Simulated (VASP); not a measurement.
# Geometry relaxation of Cs2AgBiBr6 (part 2 of 4)

Cs2AgBiBr6 (10 atoms in the cell); Kohn-Sham DFT of a periodic cell, r2SCAN, VASP PAW PBE potentials, recommended, no spin polarisation (VASP 6.6.1); cutoff 600 eV, 6×6×6 k-mesh, Gaussian smearing of 0.03 eV. 

Geometry of the input (Å; fractional positions):
```
-3.9397  3.9397  5.6618
3.9397  -3.9397  5.6618
3.9397  3.9397  -5.6618
Cs 0.2500  0.7500  0.5000
Cs 0.7500  0.2500  0.5000
Bi 0.0000  0.0000  0.0000
Ag 0.5000  0.5000  0.0000
Br 0.7794  0.2798  0.0592
Br 0.2206  0.7202  0.9408
Br 0.2798  0.2206  0.5003
Br 0.7202  0.7794  0.4996
Br 0.2496  0.2496  0.0000
Br 0.7504  0.7504  0.0000
```

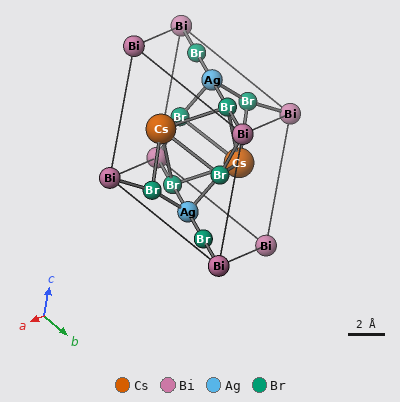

Figure 1. The starting structure (ball-and-stick view of the cell of the calculation, seen slightly off an axis). An atom can appear more than once, as a periodic image.

Parts of OUTCAR, continued:
```
--------------------------------------- Ionic step        1  -------------------------------------------

 number of electron      85.9999998 magnetization

 Free energy of the ion-electron system (eV)
  ---------------------------------------------------
  ext. energy  EPLUGINS =         0.00000000
  ---------------------------------------------------
  free energy    TOTEN  =      -222.46850590 eV

  energy without entropy =     -222.46850590  energy(sigma->0) =     -222.46850590

------------------------ aborting loop because EDIFF is reached ----------------------------------------

  FORCE on cell =-STRESS in cart. coord.  units (eV):
  Direction    XX          YY          ZZ          XY          YZ          ZX
  --------------------------------------------------------------------------------------
  -------------------------------------------------------------------------------------
  Total        2.7313485      2.7313485      2.3887193     -0.0000001     -0.0000000      0.0000000
  in kB       12.4493557     12.4493557     10.8876683     -0.0000002     -0.0000000      0.0000000
  external PRESSURE =      11.9287932 kB  Pullay stress =       0.0000000 kB

 VOLUME and BASIS-vectors are now :
 -----------------------------------------------------------------------------
  energy-cutoff  :      600.00
  volume of cell :      351.51
      direct lattice vectors                 reciprocal lattice vectors
    -3.939700000  3.939700000  5.661800000     0.000000000  0.126913217  0.088311138
     3.939700000 -3.939700000  5.661800000     0.126913217  0.000000000  0.088311138
     3.939700000  3.939700000 -5.661800000     0.126913217  0.126913217  0.000000000

 POSITION                                       TOTAL-FORCE (eV/Angst)
 -----------------------------------------------------------------------------------
      3.93970      0.00000      2.83090         0.000000     -0.000000      0.000000
      0.00000      3.93970      2.83090         0.000000     -0.000000      0.000000
      0.00000      0.00000      0.00000         0.000000     -0.000000      0.000000
      0.00000      0.00000      5.66180         0.000000     -0.000000     -0.000000
     -1.73536      2.20158      5.66180         0.235767     -0.213282     -0.000000
      5.67506      1.73812      0.00000        -0.235767      0.213282      0.000000
      1.73812      2.20434      0.00000         0.213282      0.235767      0.000000
      2.20158      1.73536      5.66180        -0.213282     -0.235767     -0.000000
      0.00000      0.00000      2.82626        -0.000000     -0.000000      0.231852
      0.00000      0.00000      8.49734        -0.000000     -0.000000     -0.231852
 -----------------------------------------------------------------------------------
    total drift:                               -0.000000     -0.000000      0.000000

  FREE ENERGIE OF THE ION-ELECTRON SYSTEM (eV)
  ---------------------------------------------------
  free  energy   TOTEN  =      -222.4685059036 eV

  energy  without entropy=     -222.4685059036  energy(sigma->0) =     -222.46850590

--------------------------------------- Ionic step        2  -------------------------------------------

 number of electron      86.0000005 magnetization

------------------------ aborting loop because EDIFF is reached ----------------------------------------

  FORCE on cell =-STRESS in cart. coord.  units (eV):
  Direction    XX          YY          ZZ          XY          YZ          ZX
  --------------------------------------------------------------------------------------
  -------------------------------------------------------------------------------------
  Total       -0.1319191     -0.1319191     -0.1978288     -0.0000001      0.0000000      0.0000000
  in kB       -0.5790697     -0.5790697     -0.8683859     -0.0000006      0.0000000      0.0000000
  external PRESSURE =      -0.6755084 kB  Pullay stress =       0.0000000 kB

 VOLUME and BASIS-vectors are now :
 -----------------------------------------------------------------------------
  energy-cutoff  :      600.00
  volume of cell :      365.00
      direct lattice vectors                 reciprocal lattice vectors
    -3.991612443  3.991612441  5.727045541    -0.000000000  0.125262662  0.087305050
     3.991612443 -3.991612441  5.727045541     0.125262662  0.000000000  0.087305050
     3.991612441  3.991612443 -5.727045541     0.125262662  0.125262662  0.000000000

 POSITION                                       TOTAL-FORCE (eV/Angst)
 -----------------------------------------------------------------------------------
      3.99161      0.00000      2.86352         0.000000      0.000000     -0.000000
     -0.00000      3.99161      2.86352         0.000000      0.000000      0.000000
     -0.00000      7.98322      0.00000         0.000000      0.000000     -0.000000
      3.99161      3.99161      0.00000         0.000000      0.000000      0.000000
     -1.74670      2.22017      5.72705         0.021748     -0.035318     -0.000000
      5.73831      1.77144      0.00000        -0.021748      0.035318      0.000000
      1.77144      2.24491      0.00000         0.035318      0.021748      0.000000
      2.22017      1.74670      5.72705        -0.035318     -0.021748     -0.000000
      3.99161      3.99161     -2.85690         0.000000      0.000000      0.001623
      3.99161      3.99161      2.85690        -0.000000      0.000000     -0.001623
 -----------------------------------------------------------------------------------
    total drift:                               -0.000000     -0.000000      0.000000

  FREE ENERGIE OF THE ION-ELECTRON SYSTEM (eV)
  ---------------------------------------------------
  free  energy   TOTEN  =      -222.5273535956 eV

  energy  without entropy=     -222.5273535956  energy(sigma->0) =     -222.52735360

--------------------------------------- Ionic step        3  -------------------------------------------

 number of electron      86.0000005 magnetization

------------------------ aborting loop because EDIFF is reached ----------------------------------------

  FORCE on cell =-STRESS in cart. coord.  units (eV):
  Direction    XX          YY          ZZ          XY          YZ          ZX
  --------------------------------------------------------------------------------------
  -------------------------------------------------------------------------------------
  Total       -0.0595531     -0.0595531     -0.1320871     -0.0000001      0.0000000      0.0000000
  in kB       -0.2616847     -0.2616847     -0.5804095     -0.0000005      0.0000000      0.0000000
  external PRESSURE =      -0.3679263 kB  Pullay stress =       0.0000000 kB

 VOLUME and BASIS-vectors are now :
 -----------------------------------------------------------------------------
  energy-cutoff  :      600.00
  volume of cell :      364.62
      direct lattice vectors                 reciprocal lattice vectors
    -3.990171601  3.990171600  5.725234636    -0.000000000  0.125307894  0.087332665
     3.990171601 -3.990171600  5.725234636     0.125307894  0.000000000  0.087332665
     3.990171600  3.990171601 -5.725234636     0.125307894  0.125307894  0.000000000

 POSITION                                       TOTAL-FORCE (eV/Angst)
 -----------------------------------------------------------------------------------
      3.99017      0.00000      2.86262        -0.000000      0.000000     -0.000000
     -0.00000      3.99017      2.86262        -0.000000      0.000000     -0.000000
      0.00000     -0.00000      0.00000        -0.000000      0.000000     -0.000000
      0.00000      0.00000      5.72523        -0.000000      0.000000     -0.000000
     -1.74639      2.21965      5.72523         0.027079     -0.039672      0.000000
      5.73656      1.77052     -0.00000        -0.027079      0.039672      0.000000
      1.77052      2.24378      0.00000         0.039672      0.027079      0.000000
      2.21965      1.74639      5.72523        -0.039672     -0.027079     -0.000000
      0.00000      0.00000      2.86892         0.000000      0.000000      0.007449
      0.00000      0.00000      8.58155         0.000000      0.000000     -0.007449
 -----------------------------------------------------------------------------------
    total drift:                                0.000000      0.000000     -0.000000

  FREE ENERGIE OF THE ION-ELECTRON SYSTEM (eV)
  ---------------------------------------------------
  free  energy   TOTEN  =      -222.5274002132 eV

  energy  without entropy=     -222.5274002132  energy(sigma->0) =     -222.52740021

--------------------------------------- Ionic step        4  -------------------------------------------

 number of electron      86.0000005 magnetization

------------------------ aborting loop because EDIFF is reached ----------------------------------------

  FORCE on cell =-STRESS in cart. coord.  units (eV):
  Direction    XX          YY          ZZ          XY          YZ          ZX
  --------------------------------------------------------------------------------------
  -------------------------------------------------------------------------------------
  Total       -0.0493754     -0.0493754     -0.0506837     -0.0000001     -0.0000000      0.0000000
  in kB       -0.2171828     -0.2171828     -0.2229374     -0.0000004     -0.0000000      0.0000000
  external PRESSURE =      -0.2191010 kB  Pullay stress =       0.0000000 kB

 VOLUME and BASIS-vectors are now :
 -----------------------------------------------------------------------------
  energy-cutoff  :      600.00
  volume of cell :      364.25
      direct lattice vectors                 reciprocal lattice vectors
    -3.989296451  3.989296446  5.721938994    -0.000000000  0.125335383  0.087382966
     3.989296451 -3.989296446  5.721938994     0.125335383  0.000000000  0.087382966
     3.989296446  3.989296451 -5.721938994     0.125335383  0.125335384  0.000000000

 POSITION                                       TOTAL-FORCE (eV/Angst)
 -----------------------------------------------------------------------------------
      3.98930      0.00000      2.86097         0.000000     -0.000000      0.000000
     -0.00000      3.98930      2.86097         0.000000     -0.000000      0.000000
      0.00000      0.00000      0.00000         0.000000     -0.000000     -0.000000
      0.00000      0.00000      5.72194         0.000000     -0.000000     -0.000000
     -1.74465      2.21721      5.72194         0.015454     -0.029165     -0.000000
      5.73394      1.77209      0.00000        -0.015454      0.029165     -0.000000
      1.77209      2.24465      0.00000         0.029165      0.015454     -0.000000
      2.21721      1.74465      5.72194        -0.029165     -0.015454      0.000000
      0.00000      0.00000      2.86768        -0.000000     -0.000000      0.005001
      0.00000      0.00000      8.57619        -0.000000     -0.000000     -0.005001
 -----------------------------------------------------------------------------------
    total drift:                               -0.000000     -0.000000      0.000000

  FREE ENERGIE OF THE ION-ELECTRON SYSTEM (eV)
  ---------------------------------------------------
  free  energy   TOTEN  =      -222.5278655898 eV

  energy  without entropy=     -222.5278655898  energy(sigma->0) =     -222.52786559

--------------------------------------- Ionic step        5  -------------------------------------------

 number of electron      86.0000005 magnetization

------------------------ aborting loop because EDIFF is reached ----------------------------------------

  FORCE on cell =-STRESS in cart. coord.  units (eV):
  Direction    XX          YY          ZZ          XY          YZ          ZX
  --------------------------------------------------------------------------------------
  -------------------------------------------------------------------------------------
  Total       -0.0305876     -0.0305876      0.0993000     -0.0000001      0.0000000      0.0000000
  in kB       -0.1347953     -0.1347953      0.4376012     -0.0000004      0.0000000      0.0000000
  external PRESSURE =       0.0560036 kB  Pullay stress =       0.0000000 kB

 VOLUME and BASIS-vectors are now :
 -----------------------------------------------------------------------------
  energy-cutoff  :      600.00
  volume of cell :      363.56
      direct lattice vectors                 reciprocal lattice vectors
    -3.987679539  3.987679526  5.715850021    -0.000000000  0.125386204  0.087476053
     3.987679539 -3.987679526  5.715850021     0.125386204  0.000000000  0.087476053
     3.987679526  3.987679539 -5.715850021     0.125386204  0.125386204  0.000000000

 POSITION                                       TOTAL-FORCE (eV/Angst)
 -----------------------------------------------------------------------------------
      3.98768      0.00000      2.85793        -0.000000      0.000000      0.000000
     -0.00000      3.98768      2.85793        -0.000000      0.000000      0.000000
      3.98768     -3.98768      5.71585        -0.000000      0.000000      0.000000
      0.00000      0.00000      5.71585        -0.000000      0.000000      0.000000
     -1.74144      2.21270      5.71585        -0.006238     -0.009237     -0.000000
      5.72911      1.77498      0.00000         0.006238      0.009237      0.000000
      1.77498      2.24624      0.00000         0.009237     -0.006238      0.000000
      2.21270      1.74144      5.71585        -0.009237      0.006238     -0.000000
      0.00000      0.00000      2.86540         0.000000     -0.000000      0.000500
      0.00000      0.00000      8.56630         0.000000     -0.000000     -0.000500
 -----------------------------------------------------------------------------------
    total drift:                               -0.000000     -0.000000     -0.000000

  FREE ENERGIE OF THE ION-ELECTRON SYSTEM (eV)
  ---------------------------------------------------
  free  energy   TOTEN  =      -222.5282028258 eV

  energy  without entropy=     -222.5282028258  energy(sigma->0) =     -222.52820283

--------------------------------------- Ionic step        6  -------------------------------------------

 number of electron      86.0000005 magnetization

 Free energy of the ion-electron system (eV)
  ---------------------------------------------------
  ext. energy  EPLUGINS =         0.00000000
  ---------------------------------------------------
  free energy    TOTEN  =      -222.52828780 eV

  energy without entropy =     -222.52828780  energy(sigma->0) =     -222.52828780

 E-fermi :   0.9778     XC(G=0):  -8.4799     alpha+bet : -7.3977

 val. band max:        0.8296080234   @ k =   0.5000   0.5000  -0.0000
 cond. band min:       2.5738280823   @ k =   0.5000   0.0000  -0.0000
 fundamental gap:      1.7442200589
 Fermi energy:         0.9778344394
```
